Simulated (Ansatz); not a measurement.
Density-of-states calculation, with input and output: Ge8S7

System: Ge8S7 (15 atoms in the cell).
Method: DFT PBEsol, scalar-relativistic, plane waves, PAW, no spin polarisation (Ansatz 0.2.0).

The structure was built on a prototype by a generator; it need not be a known phase. It belongs to a series of runs on one base structure; here: 1 of 8 S atoms taken out at random, relaxed. Figures and captions count atoms from 1; the log counts them from 0 in places.

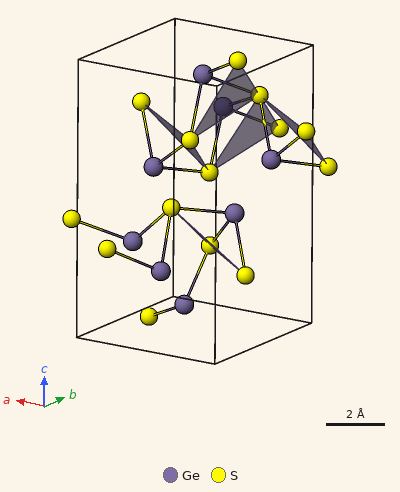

*The structure as given in the input (polyhedral view of the cell of the calculation, set on other vectors, seen at an oblique angle; polyhedra are completed across the faces of the cell).*

### Input file
```yaml
crystal:
  lattice:
    - [-0.057941, -3.583626, -4.181159]
    - [-0.019574, -3.553938, 4.154674]
    - [-10.312854, -0.108452, -0.047023]
  atoms:
    - { symbol: Ge, position: [0.3222778132, 0.4480259702, 0.8764147719] }
    - { symbol: Ge, position: [0.7836421552, 0.9392240148, 0.8711955348] }
    - { symbol: Ge, position: [0.8147358655, 0.4318560128, 0.6191573904] }
    - { symbol: Ge, position: [0.3816479777, 0.8638360054, 0.6969688294] }
    - { symbol: Ge, position: [0.1809785015, 0.5780839079, 0.3724134985] }
    - { symbol: Ge, position: [0.6796671026, 0.0758531563, 0.3721164705] }
    - { symbol: Ge, position: [0.6897504676, 0.5796555039, 0.1150739854] }
    - { symbol: Ge, position: [0.1908561946, 0.0847186408, 0.1105712871] }
    - { symbol: S, position: [0.1346789637, 0.6377443503, 0.137059221] }
    - { symbol: S, position: [0.6326544574, 0.1310307092, 0.1388476912] }
    - { symbol: S, position: [0.6275915994, 0.6269019906, 0.3470855403] }
    - { symbol: S, position: [0.1238321415, 0.134389212, 0.3417969937] }
    - { symbol: S, position: [0.3785988738, 0.3044571175, 0.6581102012] }
    - { symbol: S, position: [0.8065259932, 0.8833793002, 0.6405980529] }
    - { symbol: S, position: [0.8813754481, 0.39600123, 0.8490880532] }
basis:
  ecutwfc: 420
kpoints:
  mp_grid: { grid: [6, 6, 4] }
hamiltonian:
  xc: pbesol
scf:
  occupations: { method: gaussian, width: 0.02 }
  n_extra_bands: 8
output:
  forces: true
  stress: true
  eigenvalues: true
  populations: true
  dos:
    method: { smearing: { sigma: 0.1, scheme: gaussian } }
    projected: true
    de: 0.02
  write_density: true
  write_potential: true
  elf: true
  volumetric_format: npy
```

Run on 4 threads of Intel Xeon (Granite Rapids), 176 GiB of memory available, shared host.

Launch command:
```bash
ansatz run input.yaml --threads 4 --pin off --max-ram 9216MiB --backend cpu --events-out ev --progress --plain --runs-dir out
```

### Log
```
scf.n_extra_bands = 8 over 77 filled bands (N_el = 154.0): the run solves 85 bands
Engine: ansatz 0.2.0, x86_64-unknown-linux-gnu
Pseudopotentials: kind: paw
Pseudopotential: Ge, paw, valence charge 14, recommended cutoff 420 eV (normal), Ge.paw.azcp
Pseudopotential: S, paw, valence charge 6, recommended cutoff 420 eV (normal), S.paw.azcp
Functional definition: PBEsol
  exchange = pbesol_x
  correlation = pbesol_c
Crystal: 15 atoms, lattice volume = 306.749 Å³
Basis set: ecut = 420 eV, 5987 PW (Γ), exchange–correlation on 80×80×144 points (8 copies of the dense FFT grid, shifted against one another)
Bands: 85, of which v1, the nominal top of the filled ones, is band 77 counted from 1 (76 counted from 0)
Symmetry: 1 space group operations
Space group: P1 (ITA 1), of the structure as read, at distance tolerance 6.7e-5 Å
k-points: 76 of 144 (time reversal used)
Non-local potential: Ge, projectors of the file, l = 0: 2, l = 1: 2, l = 2: 3, l = 3: 1
Non-local potential: S, projectors of the file, l = 0: 2, l = 1: 2, l = 2: 2
PAW form: soft (Blöchl's): semilocal exchange-correlation on the pseudo side does not see the compensation charge
PAW frozen core: Ge, regenerated for the run's functional, and the local potential with it (the file was generated under x = pbe(κ = 0.804, μ = 0.2195149727645171), c = pbe(β = 0.06672455060314922))
PAW frozen core: S, regenerated for the run's functional, and the local potential with it (the file was generated under x = pbe(κ = 0.804, μ = 0.2195149727645171), c = pbe(β = 0.06672455060314922))
PAW one-centre angular grid: Ge, 590 points (default); XC on 64 Gauss nodes
PAW one-centre angular grid: S, 110 points (default); XC on 64 Gauss nodes
Initial density: superposition of atomic densities (neutral atoms: chi_scale 0, normalization atom), corrected by the library's trained network
Initial wavefunctions: pseudopotential atomic-orbital guess
Functional: x = pbesol(κ = 0.804, μ = 0.12345679012345678), c = pbesol(β = 0.046)
SCF iter   1: F=—  HF=-40225.262213 eV  |F-HF|=—  |Δ(HF+E_count)|=         —  Δρ=5.57e-3  dr2=1.74e-1  ethr=1.77e-3  ⟨swp⟩=6.4  Hψ=25281  notcnv=0  defer=2
preconditioner: auto → Resta (q_TF=auto, 2.432 Å⁻¹)  ε∞=3.2  [insulator: Δε(μ)=0.505 eV  Ē_g=17.668 eV  σ=0.020 eV  W_gap=1.00  n_scr=72 (ndim 8)  ℏωp=26.3 eV  f_vac=0.003  D(μ)=0.00/eV (n_scr^D=0)  ε∞_Penn≈3.2]
SCF iter   2: F=—  HF=-40225.214329 eV  |F-HF|=—  |Δ(HF+E_count)|=   4.79e-2  Δρ=2.01e-3  dr2=1.46e-2  ethr=1.13e-4  ⟨swp⟩=2.1  Hψ=9652  notcnv=0  defer=192
SCF iter   3: F=—  HF=-40225.211720 eV  |F-HF|=—  |Δ(HF+E_count)|=   2.61e-3  Δρ=7.57e-4  dr2=1.80e-3  ethr=9.48e-6  ⟨swp⟩=2.0  Hψ=12517  notcnv=0  defer=192
SCF iter   4: F=—  HF=-40225.211557 eV  |F-HF|=—  |Δ(HF+E_count)|=   1.62e-4  Δρ=3.00e-4  dr2=3.05e-4  ethr=1.17e-6  ⟨swp⟩=2.0  Hψ=12120  notcnv=0  defer=192
SCF iter   5: F=—  HF=-40225.211545 eV  |F-HF|=—  |Δ(HF+E_count)|=   1.23e-5  Δρ=6.60e-5  dr2=1.67e-5  ethr=1.98e-7  ⟨swp⟩=2.0  Hψ=12120  notcnv=0  defer=192
SCF iter   6: F=—  HF=-40225.211602 eV  |F-HF|=—  |Δ(HF+E_count)|=   5.71e-5  Δρ=2.76e-5  dr2=1.25e-5  ethr=1.09e-8  ⟨swp⟩=2.0  Hψ=8316  notcnv=0  defer=192
SCF iter   7: F=—  HF=-40225.211601 eV  |F-HF|=—  |Δ(HF+E_count)|=   7.88e-7  Δρ=1.21e-5  dr2=8.51e-7  ethr=8.14e-9  ⟨swp⟩=2.0  Hψ=7712  notcnv=0  defer=192
SCF iter   8: F=-40225.211601 eV  HF=-40225.211601 eV  |F-HF|=5.68e-10  |Δ(HF+E_count)|=   2.18e-7  Δρ=3.64e-6  dr2=5.33e-8  ethr=6.49e-11  ⟨swp⟩=10.9  Hψ=46078  notcnv=0
SCF 1 converged in 8 iterations: F = -40225.211601 eV  dr2 = 5.33e-8
  greatest PAW one-centre occupation: 0.999 electrons in one spin orbital (limit 2), on the Ge atom at site 5 (counted from 0), in its partial waves of l = 2
```

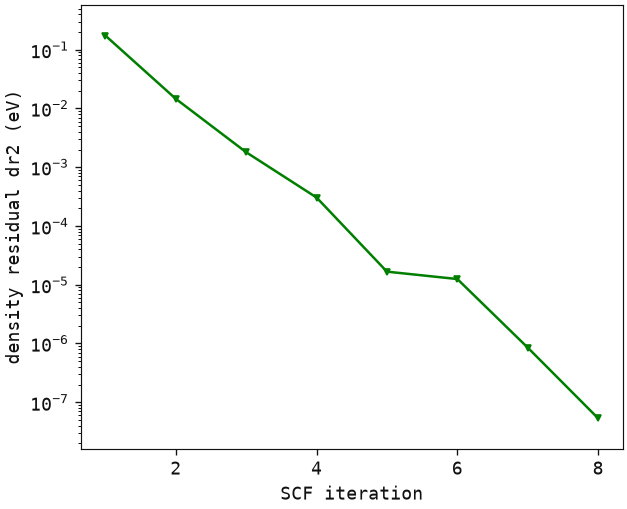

*Convergence of the self-consistent field: density residual dr2 against the SCF iteration.*

The residual falls at every step.

```
SCF converged after 8 iterations
Free energy (F): -40225.211601 eV
Harris-Foulkes:  -40225.211601 eV  (|F-HF|=5.68e-10)
Internal energy: -40225.211601 eV  (E = F + TS)
E sigma→0 (E₀):  -40225.211601 eV
Fermi energy:    8.182182 eV
--- Per-component energies (eV) ---
  E_band       = -1194.322569
  E_kinetic    = 1623.809498
  E_local      = -20471.616732  (includes V_loc(G=0)·N_el)
  E_nonlocal   = 3530.888257
  E_hartree    = 8860.594044
  E_xc         = -1270.701317
  E_vxc        = -1125.516466  (∫ρ·V_xc dr)
  E_paw        = -19885.447913  (= ΣΔE_a)
  E_vpaw       = -2473.069537  (= ΣTr[D̂ρ^β])
  E_aug_tail   = 0.002448  (compensation charges beyond the density's cutoff)
  E_ewald      = -12620.517022
  E_core_change = 7.777135  (= ΣΔE_core)
  E_smearing   = -0.000000  (= −TS)
  E_closure    = -0.000000  (closes the sum)
  Σ components = -40225.211601   (vs F -40225.211601, Δ=0.00e0)
--- Forces (eV/Å), atoms counted from 1 ---
  atom   1  Ge    -0.02606976     0.01726975    -0.00521526
  atom   2  Ge    -0.05023458     0.00164377     0.01442185
  atom   3  Ge     0.04865101    -0.05633961     0.03866562
  atom   4  Ge     0.02807280     0.03818963     0.02585336
  atom   5  Ge    -0.03824682     0.01619996     0.00287995
  atom   6  Ge    -0.04290864    -0.01733812    -0.00725640
  atom   7  Ge     0.03120207    -0.01606278    -0.01075214
  atom   8  Ge     0.02577861     0.00543503     0.00432260
  atom   9  S      0.02379437     0.00040067     0.00007642
  atom  10  S      0.03923722    -0.00269859    -0.00958262
  atom  11  S     -0.02625437    -0.01410362    -0.02196672
  atom  12  S     -0.01908920     0.00166715     0.00204769
  atom  13  S     -0.01104290     0.01059955     0.03869986
  atom  14  S      0.02348639    -0.00001497    -0.07351338
  atom  15  S     -0.00636305     0.01516171     0.00132305
  max |Σ_I F_I| component: 1.31e-5 eV/Å
--- Stress (GPa, compression-positive) ---
       -0.152340      -0.064230       0.031969
       -0.064230       0.064042       0.025835
        0.031969       0.025835       0.059528
  P = ⅓ Tr σ = -0.0096 GPa (-0.096 kbar)
--- Band table (eV; the first three rows and the last of 76) ---
  k-point 0: bands = ["-16.8050", "-16.7960", "-16.7919", "-16.7906", "-16.7768", "-16.7723", "-16.7644", "-16.7623", "-16.7592", "-16.7490", "-16.7428", "-16.7336", "-16.7313", "-16.7292", "-16.7272", "-16.7263", "-16.7250", "-16.7172", "-16.7073", "-16.6981", "-16.6944", "-16.6923", "-16.6873", "-16.6836", "-16.6818", "-16.6671", "-16.6635", "-16.6627", "-16.6549", "-16.6376", "-16.5714", "-16.5487", "-16.5376", "-16.5198", "-16.5190", "-16.4989", "-16.4941", "-16.4752", "-16.4451", "-16.4395", "-7.1413", "-6.6767", "-5.4525", "-4.9979", "-4.9497", "-4.9183", "-4.7910", "-1.0389", "-0.3802", "-0.3413", "0.0253", "0.1031", "1.0809", "1.2250", "1.8175", "2.1484", "2.3062", "2.5423", "2.7046", "2.8165", "3.3670", "3.4661", "3.5568", "3.8258", "4.0261", "4.2170", "4.3752", "4.8254", "5.2782", "5.4667", "5.6699", "5.8038", "6.2560", "6.4581", "6.5172", "7.1712", "7.8858", "8.6748", "9.2719", "9.5187", "10.3071", "10.7948", "11.0024", "11.1046", "11.3134"]
  k-point 1: bands = ["-16.8050", "-16.7960", "-16.7919", "-16.7906", "-16.7768", "-16.7723", "-16.7644", "-16.7623", "-16.7592", "-16.7490", "-16.7428", "-16.7336", "-16.7312", "-16.7293", "-16.7272", "-16.7262", "-16.7250", "-16.7172", "-16.7073", "-16.6981", "-16.6944", "-16.6923", "-16.6874", "-16.6835", "-16.6818", "-16.6671", "-16.6635", "-16.6627", "-16.6549", "-16.6376", "-16.5714", "-16.5487", "-16.5376", "-16.5198", "-16.5190", "-16.4989", "-16.4941", "-16.4752", "-16.4451", "-16.4395", "-7.1090", "-6.7417", "-5.3497", "-5.0006", "-4.9700", "-4.9168", "-4.8385", "-1.0327", "-0.3832", "-0.3408", "-0.0411", "0.0749", "1.0388", "1.2006", "2.0496", "2.2696", "2.4176", "2.6023", "2.7222", "2.8610", "3.2121", "3.3042", "3.4684", "3.7768", "4.0059", "4.1167", "4.3834", "4.7407", "5.3760", "5.5589", "5.7669", "5.8803", "6.0461", "6.2929", "6.6290", "7.0835", "7.8839", "9.0950", "9.4990", "9.7209", "10.3528", "10.5201", "10.8118", "10.9485", "11.2292"]
  k-point 2: bands = ["-16.8050", "-16.7960", "-16.7919", "-16.7906", "-16.7768", "-16.7723", "-16.7644", "-16.7623", "-16.7592", "-16.7491", "-16.7428", "-16.7336", "-16.7311", "-16.7294", "-16.7272", "-16.7262", "-16.7250", "-16.7173", "-16.7073", "-16.6981", "-16.6944", "-16.6922", "-16.6874", "-16.6834", "-16.6818", "-16.6671", "-16.6636", "-16.6627", "-16.6549", "-16.6376", "-16.5714", "-16.5487", "-16.5376", "-16.5198", "-16.5190", "-16.4989", "-16.4941", "-16.4752", "-16.4451", "-16.4395", "-7.0638", "-6.8166", "-5.1859", "-5.0777", "-4.9831", "-4.9158", "-4.8822", "-1.0259", "-0.3870", "-0.3399", "-0.1061", "0.0519", "1.0043", "1.1889", "2.3931", "2.4378", "2.5326", "2.5544", "2.7464", "2.8026", "3.0510", "3.2822", "3.3320", "3.7280", "3.7694", "4.3033", "4.3876", "4.6702", "5.2103", "5.5007", "5.9005", "5.9489", "6.0302", "6.2412", "6.7510", "7.0159", "7.9308", "9.2401", "9.6997", "10.1131", "10.3482", "10.4877", "10.6169", "10.8588", "10.8814"]
  k-point 75: bands = ["-16.8034", "-16.7958", "-16.7911", "-16.7907", "-16.7764", "-16.7706", "-16.7644", "-16.7624", "-16.7587", "-16.7488", "-16.7426", "-16.7330", "-16.7313", "-16.7273", "-16.7270", "-16.7259", "-16.7243", "-16.7186", "-16.7074", "-16.6976", "-16.6938", "-16.6906", "-16.6891", "-16.6836", "-16.6818", "-16.6666", "-16.6647", "-16.6628", "-16.6552", "-16.6377", "-16.5700", "-16.5490", "-16.5393", "-16.5192", "-16.5173", "-16.4996", "-16.4935", "-16.4755", "-16.4449", "-16.4396", "-5.9601", "-5.9370", "-5.6593", "-5.5932", "-5.4417", "-5.3102", "-5.2517", "-1.4598", "-1.0278", "-0.9248", "-0.8642", "-0.7050", "-0.3992", "-0.1642", "0.2638", "3.6684", "4.1313", "4.2645", "4.2969", "4.4795", "4.6034", "4.6981", "4.9851", "5.1186", "5.1820", "5.3556", "5.4452", "5.4869", "5.5837", "5.9532", "6.0558", "6.3186", "6.4904", "6.7665", "7.3030", "7.4287", "7.9134", "8.8147", "9.0345", "9.3379", "9.4193", "9.6545", "9.7597", "9.8421", "9.8555"]
--- Löwdin populations: 15 sites ---
  site symbol       q [e]
     0     Ge     13.8091
     1     Ge     13.8893
     2     Ge     13.7652
     3     Ge     13.9358
     4     Ge     13.7814
     5     Ge     13.7913
     6     Ge     13.7872
     7     Ge     13.7884
     8      S      6.1291
     9      S      6.1260
    10      S      6.1325
    11      S      6.1238
    12      S      6.1084
    13      S      6.0969
    14      S      6.1220
  spilling = 0.003985 (of n_electrons = 154.000000)
```

### File populations.tsv
```
# site	symbol	l	j	q
# orbitals = lowdin
# n_electrons = 154.000000
# spilling = 0.003985
0	Ge	0_4S	-	1.783512
0	Ge	1_4P	-	2.026673
0	Ge	2_3D	-	9.998879
1	Ge	0_4S	-	1.801588
1	Ge	1_4P	-	2.088752
1	Ge	2_3D	-	9.998933
2	Ge	0_4S	-	1.780959
2	Ge	1_4P	-	1.985439
2	Ge	2_3D	-	9.998824
3	Ge	0_4S	-	1.754074
3	Ge	1_4P	-	2.183106
3	Ge	2_3D	-	9.998613
4	Ge	0_4S	-	1.805248
4	Ge	1_4P	-	1.977272
4	Ge	2_3D	-	9.998857
5	Ge	0_4S	-	1.802352
5	Ge	1_4P	-	1.990115
5	Ge	2_3D	-	9.998848
6	Ge	0_4S	-	1.780031
6	Ge	1_4P	-	2.008456
6	Ge	2_3D	-	9.998747
7	Ge	0_4S	-	1.757959
7	Ge	1_4P	-	2.031704
7	Ge	2_3D	-	9.998749
8	S	0_3S	-	1.730040
8	S	1_3P	-	4.399107
9	S	0_3S	-	1.728224
9	S	1_3P	-	4.397758
10	S	0_3S	-	1.729050
10	S	1_3P	-	4.403453
11	S	0_3S	-	1.728645
11	S	1_3P	-	4.395145
12	S	0_3S	-	1.741084
12	S	1_3P	-	4.367278
13	S	0_3S	-	1.741888
13	S	1_3P	-	4.354967
14	S	0_3S	-	1.732196
14	S	1_3P	-	4.389781
```

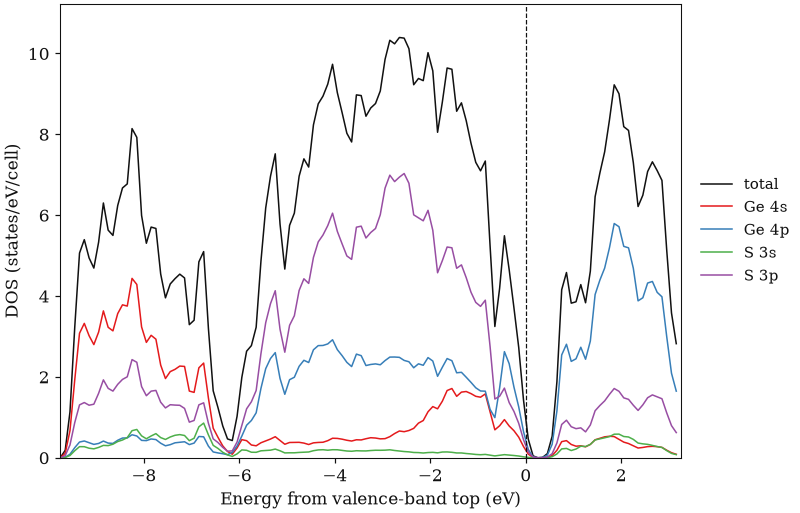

*Density of states (projected on Löwdin-orthogonalised atomic shells), with energies from the valence-band top.*

There is a gap of 0.50 eV on the k-point mesh.

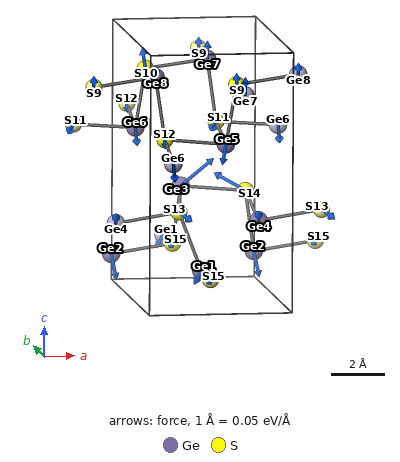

*Forces on the atoms as blue arrows (ball-and-stick view of the cell of the calculation, set on other vectors, seen slightly off an axis; neighbours outside the cell are drawn fainter; atoms are numbered from 1 in the order of the input).*

The largest act on Ge3 (0.08 eV/Å); S14 (0.08 eV/Å); Ge2, Ge4 (0.05 eV/Å); Ge6 (0.05 eV/Å), among others. The geometry is not a stationary point of this energy.

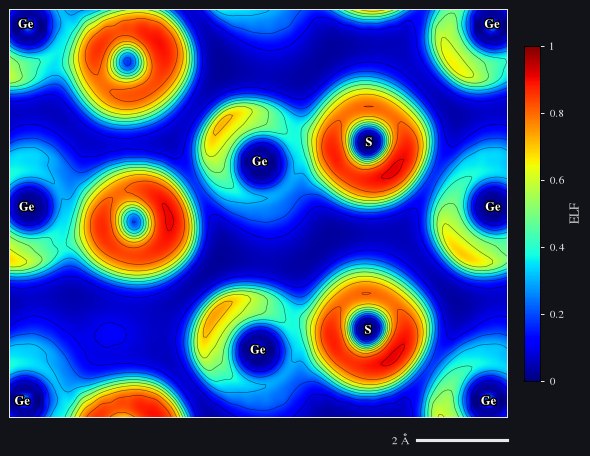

*Electron localisation function on the (110) plane of the conventional cell.*

Ge–S (2.45 Å): the ELF is about 0.65 at the midpoint. Ge–S (2.47 Å): the ELF is about 0.65 at the midpoint. In a PAW calculation such maps are meaningful between the atoms, not at the nuclei.

### Summary

```tsv
quantity	value
outcome	converged
space group (tolerance 0.01 Å)	P1 (1)
electrons treated	154
free energy	−40225.2116 eV
Fermi energy	8.182 eV
gap on the k-point mesh	0.50 eV
pressure	−0.01 GPa
largest force (length of the vector)	0.084 eV/Å
wall time	35 s (CPU time 2.3 min)
peak memory	1.7 GiB
```
